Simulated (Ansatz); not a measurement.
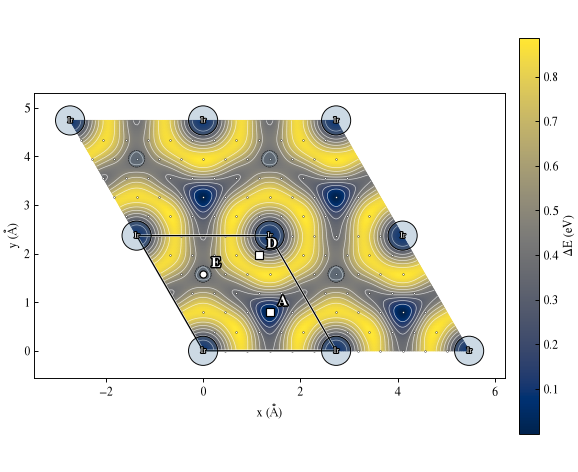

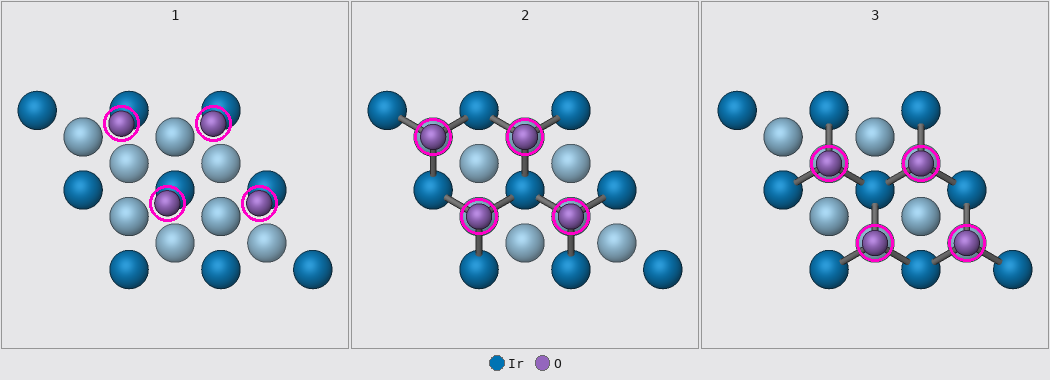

O on an Ir(111) slab cut from the Fm-3m phase, its upper half relaxed before the scan (3 atoms of substrate and one adsorbate in a 1 × 1 cell). 
- O is moved over the surface cell; relaxed at each place: the height of the adsorbate's atoms; substrate rigid; the origin of the map has the adsorbate above Ir3.
- Places are given modulo a cell vector. The map is drawn in real space over the plane of the surface.
- The scan uses a 6 × 6 grid; 10 points were computed and 26 follow by symmetry.
- Energies: eV, counted from the lowest grid point.
- With one adsorbate in each 1 × 1 cell, its nearest image is 2.7 Å away, so neighbouring adsorbates interact. The runs have no spin polarisation; a magnetic state may lie lower.
- Theory: DFT PBE, scalar-relativistic, plane waves, PAW (Ansatz). Settings: cutoff 420 eV, k-mesh 12×12×1, gaussian smearing 0.1 eV, no spin polarisation.

In the figure: a smooth colour map with a few white contour lines, dots at the grid points, labelled circles for the atoms of the top layer and small ones for the second layer, the outline of one cell of the 2 × 2 shown, lettered points. Between grid points the surface is interpolated. The numbered pictures are the structures at these points, in random order. Rings mark the moved atoms.

Q: Which structure belongs to which point?

A: A is structure 3: a threefold hollow over a third-layer Ir atom, (4/6, 2/6) of the cell vectors, 0.00 eV; D is structure 1: (5/6, 5/6) of the cell vectors [nearest 1 Ir at 1.79 Å], 0.50 eV; E is structure 2: a threefold hollow over a second-layer Ir atom, (2/6, 4/6) of the cell vectors, 0.37 eV.

PAW datasets: the set soft_1.
